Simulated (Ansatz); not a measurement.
**Single-point calculation of Ta4C3**

- system: Ta4C3 (P4mm, 7 atoms in the cell)
- method: DFT PBEsol, scalar-relativistic, plane waves, PAW, no spin polarisation (Ansatz 0.2.0)

The structure derives from a Materials Project entry. It belongs to a series of runs on one base structure; here: all C atoms moved -0.150 Å, as atom 5 towards its neighbour atom 2 (Ta) at 2.201 A. Figures and captions count atoms from 1; the log counts them from 0 in places.

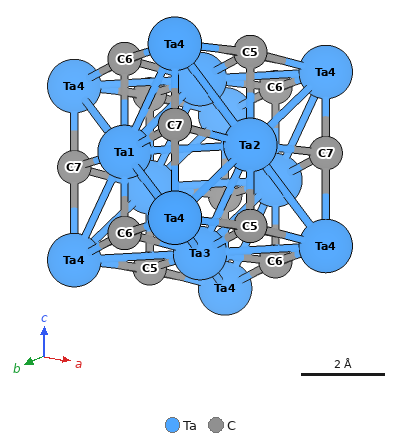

*The input geometry (ball-and-stick view of the cell of the calculation, seen at an oblique angle; atoms are numbered from 1 in the order of the input).*

Near neighbours in the crystal (not all of them lie inside the picture): Ta has 4 C at 2.05 to 2.35 Å and 12 Ta at 3.11 Å; Ta has 6 C at 2.05 to 2.35 Å and 12 Ta at 3.11 Å; C has 6 Ta at 2.05 to 2.35 Å.

### Summary

| quantity | value |
| --- | --- |
| outcome | converged |
| space group (tolerance 0.01 Å) | P4mm (99) |
| electrons treated | 64 |
| free energy | −39969.3187 eV |
| Fermi energy | 18.987 eV |
| gap on the k-point mesh | none (metallic) |
| pressure | 2.76 GPa |
| largest force (length of the vector) | 2.364 eV/Å |
| hardware | 2 threads of Intel Xeon @ 2.50GHz (Skylake/Cascade Lake), 192 GiB of memory available, shared host |
| wall time | 32 s (CPU time 60 s) |
| peak memory | 0.6 GiB |

Spin–orbit coupling is left out, which matters for Ta.

### Input file
```yaml
crystal:
  lattice:
    - [4.4026021986, 0.0, 0.0]
    - [0.0, 4.4026021986, 0.0]
    - [0.0, 0.0, 4.4026021986]
  atoms:
    - { symbol: Ta, position: [0.0, 0.5, 0.5] }
    - { symbol: Ta, position: [0.5, 0.0, 0.5] }
    - { symbol: Ta, position: [0.5, 0.5, 0.0] }
    - { symbol: Ta, position: [0.0, 0.0, 0.0] }
    - { symbol: C, position: [0.5, 0.0, 0.0340707593] }
    - { symbol: C, position: [0.0, 0.5, 0.0340707593] }
    - { symbol: C, position: [0.0, 0.0, 0.5340707593] }
basis:
  ecutwfc: 420
kpoints:
  mp_grid: { grid: [10, 10, 10] }
hamiltonian:
  xc: pbesol
scf:
  occupations: { method: gaussian, width: 0.15 }
output:
  forces: true
  stress: true
  eigenvalues: true
  write_density: true
  write_potential: true
  elf: true
  volumetric_format: npy
```

Launched with:
```bash
ansatz run input.yaml --threads 2 --pin off --max-ram 5120MiB --backend cpu --events-out ev --progress --plain --runs-dir out
```

### Output
```
Engine: ansatz 0.2.0, x86_64-unknown-linux-gnu
Pseudopotentials: kind: paw
Pseudopotential: Ta, paw, valence charge 13, recommended cutoff 420 eV (normal), Ta.paw.azcp
Pseudopotential: C, paw, valence charge 4, recommended cutoff 420 eV (normal), C.paw.azcp
Functional definition: PBEsol
  exchange = pbesol_x
  correlation = pbesol_c
Crystal: 7 atoms, lattice volume = 85.335 Å³
Basis set: ecut = 420 eV, 1743 PW (Γ), exchange–correlation on 60×60×60 points (8 copies of the dense FFT grid, shifted against one another)
Bands: 39, of which v1, the nominal top of the filled ones, is band 32 counted from 1 (31 counted from 0)
Symmetry: 8 space group operations
Space group: P4mm (ITA 99), of the structure as read, at distance tolerance 4.4e-5 Å
k-points: 126 of 1000 (time reversal used)
Non-local potential: Ta, projectors of the file, l = 0: 3, l = 1: 2, l = 2: 2, l = 3: 1
Non-local potential: C, projectors of the file, l = 0: 2, l = 1: 2, l = 2: 1
PAW form: soft (Blöchl's): semilocal exchange-correlation on the pseudo side does not see the compensation charge
PAW frozen core: Ta, regenerated for the run's functional, and the local potential with it (the file was generated under x = pbe(κ = 0.804, μ = 0.2195149727645171), c = pbe(β = 0.06672455060314922))
PAW frozen core: C, regenerated for the run's functional, and the local potential with it (the file was generated under x = pbe(κ = 0.804, μ = 0.2195149727645171), c = pbe(β = 0.06672455060314922))
PAW one-centre angular grid: Ta, 590 points (default); XC on 64 Gauss nodes
PAW one-centre angular grid: C, 110 points (default); XC on 64 Gauss nodes
Initial density: superposition of atomic densities (neutral atoms: chi_scale 0, normalization atom), corrected by the library's trained network
Initial wavefunctions: pseudopotential atomic-orbital guess
Functional: x = pbesol(κ = 0.804, μ = 0.12345679012345678), c = pbesol(β = 0.046)
SCF iter   1: F=—  HF=-39969.397956 eV  |F-HF|=—  |Δ(HF+E_count)|=         —  Δρ=1.39e-2  dr2=3.97e-1  ethr=1.77e-3  ⟨swp⟩=5.3  Hψ=19078  notcnv=0
preconditioner: auto → Kerker (q_TF=auto, 2.601 Å⁻¹)  [metal: Δε(μ)=0.005 eV  Ē_g=7.371 eV  σ=0.150 eV  W_gap=0.02  n_scr=26 (ndim 8)  ℏωp=22.7 eV  f_vac=0.000  D(μ)=3.46/eV (n_scr^D=26)]
SCF iter   2: F=—  HF=-39969.328200 eV  |F-HF|=—  |Δ(HF+E_count)|=   6.98e-2  Δρ=4.53e-3  dr2=4.34e-2  ethr=6.21e-4  ⟨swp⟩=1.3  Hψ=5978  notcnv=0  defer=3
SCF iter   3: F=—  HF=-39969.318989 eV  |F-HF|=—  |Δ(HF+E_count)|=   9.21e-3  Δρ=1.31e-3  dr2=2.02e-3  ethr=6.78e-5  ⟨swp⟩=2.0  Hψ=6004  notcnv=0  defer=3
SCF iter   4: F=—  HF=-39969.318670 eV  |F-HF|=—  |Δ(HF+E_count)|=   3.19e-4  Δρ=4.70e-4  dr2=1.60e-4  ethr=3.16e-6  ⟨swp⟩=2.0  Hψ=6414  notcnv=0  defer=3
SCF iter   5: F=—  HF=-39969.318635 eV  |F-HF|=—  |Δ(HF+E_count)|=   3.52e-5  Δρ=8.08e-5  dr2=5.01e-6  ethr=2.50e-7  ⟨swp⟩=2.0  Hψ=6674  notcnv=0  defer=3
SCF iter   6: F=—  HF=-39969.318689 eV  |F-HF|=—  |Δ(HF+E_count)|=   5.43e-5  Δρ=1.71e-5  dr2=2.84e-7  ethr=7.83e-9  ⟨swp⟩=2.1  Hψ=7036  notcnv=0  defer=19
SCF iter   7: F=-39969.318689 eV  HF=-39969.318689 eV  |F-HF|=1.99e-8  |Δ(HF+E_count)|=   3.32e-8  Δρ=4.50e-6  dr2=2.64e-8  ethr=1.56e-10  ⟨swp⟩=14.8  Hψ=34848  notcnv=0
SCF 1 converged in 7 iterations: F = -39969.318689 eV  dr2 = 2.64e-8
  greatest PAW one-centre occupation: 1.000 electrons in one spin orbital (limit 2), on the Ta atom at site 3 (counted from 0), in its partial waves of l = 0
```

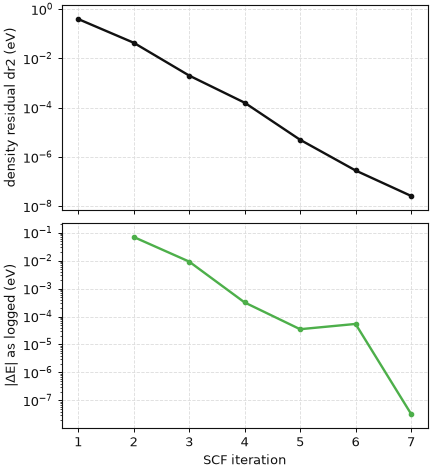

*Convergence of the self-consistent field: density residual dr2 and size of the energy change against the SCF iteration.*

The residual falls at every step.

```
SCF converged after 7 iterations
Free energy (F): -39969.318689 eV
Harris-Foulkes:  -39969.318689 eV  (|F-HF|=1.99e-8)
Internal energy: -39969.273968 eV  (E = F + TS)
E sigma→0 (E₀):  -39969.296328 eV
Entropy (-TS):   -0.044721 eV (-6.389 meV/atom)
Fermi energy:    18.986559 eV
--- Per-component energies (eV) ---
  E_band       = -324.716672
  E_kinetic    = 1740.546369
  E_local      = -2334.645088  (includes V_loc(G=0)·N_el)
  E_nonlocal   = 149.790058
  E_hartree    = 801.374794
  E_xc         = -1016.419582
  E_vxc        = -1000.170462  (∫ρ·V_xc dr)
  E_paw        = -33377.118157  (= ΣΔE_a)
  E_vpaw       = -482.985964  (= ΣTr[D̂ρ^β])
  E_aug_tail   = 0.000559  (compensation charges beyond the density's cutoff)
  E_ewald      = -5933.720808
  E_core_change = 0.917887  (= ΣΔE_core)
  E_smearing   = -0.044721  (= −TS)
  E_closure    = 0.000000  (closes the sum)
  Σ components = -39969.318689   (vs F -39969.318689, Δ=0.00e0)
--- Forces (eV/Å), atoms counted from 1 ---
  atom   1  Ta    -0.00000000     0.00000000     2.17916266
  atom   2  Ta    -0.00000000     0.00000000     2.17916266
  atom   3  Ta    -0.00000000     0.00000000     0.43951388
  atom   4  Ta    -0.00000000     0.00000000     1.66629198
  atom   5  C      0.00000000     0.00000000    -2.04983848
  atom   6  C      0.00000000     0.00000000    -2.04983848
  atom   7  C     -0.00000000     0.00000000    -2.36443420
  max |Σ_I F_I| component: 2.00e-5 eV/Å
--- Stress (GPa, compression-positive) ---
       -0.341948       0.000000       0.000000
        0.000000      -0.341948       0.000000
        0.000000       0.000000       8.971534
  P = ⅓ Tr σ = 2.7625 GPa (27.625 kbar)
--- Band table (eV; the first three rows and the last of 126) ---
  k-point 0: bands = ["-49.4036", "-48.8224", "-48.7668", "-48.7468", "-16.1916", "-16.1537", "-16.1537", "-15.5468", "-15.5272", "-15.5272", "-15.4602", "-15.4512", "-15.4512", "-15.0611", "-15.0255", "-15.0255", "4.8591", "6.5838", "6.5840", "14.2344", "14.6206", "14.6206", "15.0164", "15.3834", "15.3946", "15.3946", "17.6065", "17.6065", "17.6180", "17.8613", "18.0968", "18.0968", "18.4641", "19.3338", "19.3338", "20.4782", "21.1468", "22.5329", "22.8064"]
  k-point 1: bands = ["-49.4035", "-48.8214", "-48.7679", "-48.7468", "-16.1826", "-16.1478", "-16.1478", "-15.5479", "-15.5259", "-15.5259", "-15.4615", "-15.4546", "-15.4546", "-15.0738", "-15.0301", "-15.0301", "4.9539", "6.6328", "6.6596", "14.2565", "14.5870", "14.5870", "15.0729", "15.1605", "15.3652", "15.3652", "17.1454", "17.2490", "17.5146", "17.5146", "18.1955", "18.1955", "18.3397", "19.5226", "19.5226", "20.5182", "21.5237", "22.5774", "22.8663"]
  k-point 2: bands = ["-49.4032", "-48.8186", "-48.7710", "-48.7467", "-16.1582", "-16.1317", "-16.1317", "-15.5509", "-15.5259", "-15.5259", "-15.4648", "-15.4604", "-15.4604", "-15.1080", "-15.0426", "-15.0426", "5.2250", "6.7569", "6.8702", "14.0550", "14.5125", "14.5125", "14.9036", "15.2393", "15.2789", "15.2789", "16.1063", "16.1341", "17.3207", "17.3207", "18.0038", "18.4683", "18.4683", "19.9901", "19.9901", "20.6301", "21.5007", "22.4559", "23.3814"]
  k-point 125: bands = ["-49.4019", "-48.8090", "-48.7643", "-48.7643", "-16.2893", "-16.2658", "-16.2658", "-15.5666", "-15.5165", "-15.5165", "-15.5091", "-15.2621", "-15.2621", "-15.2400", "-14.9860", "-14.9566", "9.0462", "9.0745", "9.0745", "10.5374", "11.1665", "11.2481", "11.2481", "13.6723", "13.7138", "13.9303", "13.9652", "13.9652", "17.8786", "17.8786", "17.9368", "18.9292", "22.3680", "22.4080", "22.4080", "22.4245", "22.4955", "22.7545", "22.7545"]
```

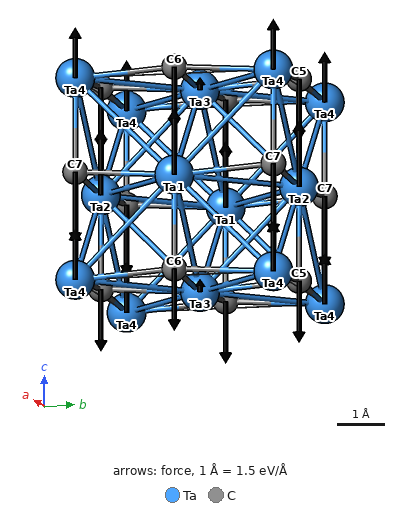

*Forces on the atoms as black arrows (ball-and-stick view of the cell of the calculation, seen at an oblique angle; atoms are numbered from 1 in the order of the input).*

The largest act on C7 (2.36 eV/Å); Ta1, Ta2 (2.18 eV/Å); C5, C6 (2.05 eV/Å); Ta4 (1.67 eV/Å). The geometry is not a stationary point of this energy.

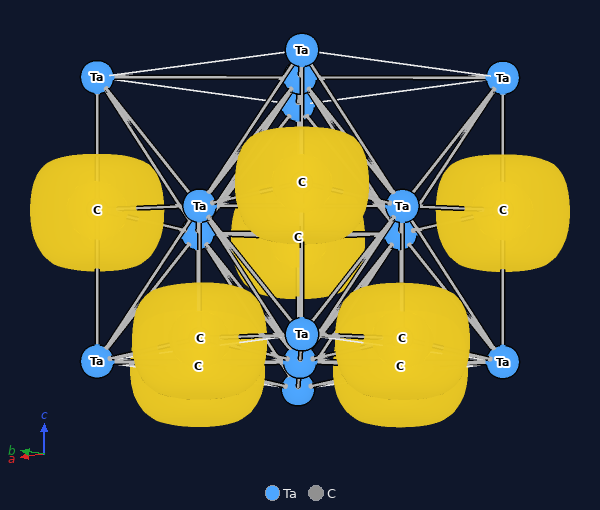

*Isosurface of the ELF at 0.6 (yellow), seen at an oblique angle. Only the valence region is drawn (cores and ρ < 0.01 e/Å³ removed). Sticks mark near contacts. The outline is the cell set on symmetry axes.*

Profiles from the grid: Ta–C (2.05 Å): the ELF peaks at about 0.80 in the valence shell of C, 0.6 Å from its nucleus, and drops to about 0.30 between the two atoms; no shared pair; the contact is polar. Ta–Ta (3.11 Å): the ELF is about 0.35 at the midpoint; no localised pair between them. Core electrons are frozen (PAW), so the fields are smoothed inside the atomic spheres.

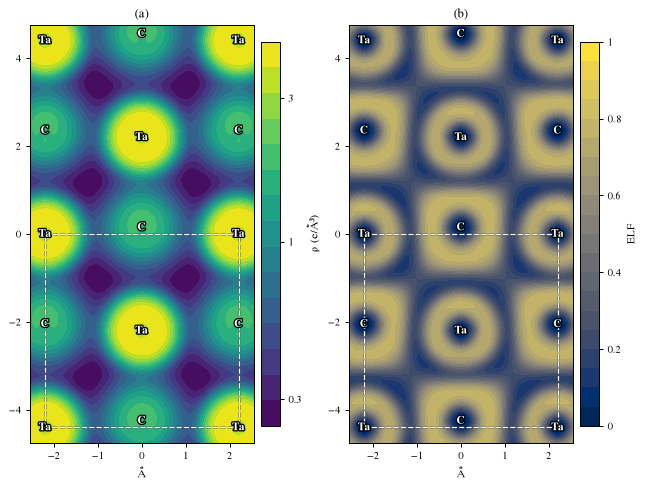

*(a) valence charge density (pseudo); (b) ELF on the (010) plane of the conventional cell.*

The section cuts through Ta and C sites. Ta–C (2.05 Å): the density is about 0.85 e/Å³ at the midpoint; the ELF peaks at about 0.80 in the valence shell of C, 0.6 Å from its nucleus, and drops to about 0.30 between the two atoms; a polar contact without a shared pair, in a metal. Ta–Ta (3.11 Å): ρ is about 0.26 e/Å³ halfway; the ELF is about 0.25 at the midpoint; no shared electron pair. Ta–C (2.21 Å): the density is about 0.59 e/Å³ at the midpoint; the ELF is about 0.25 at the midpoint; a polar contact without a shared pair, in a metal. Ta–C (2.35 Å): ρ at the midpoint is about 0.44 e/Å³; the ELF is about 0.20 at the midpoint; a polar contact without a shared pair, in a metal. Away from the nuclei the density in this plane falls to 0.24 e/Å³ at its lowest. The strong features right at Ta lie inside the PAW spheres (semicore, d or f shells) and say nothing about bonding.
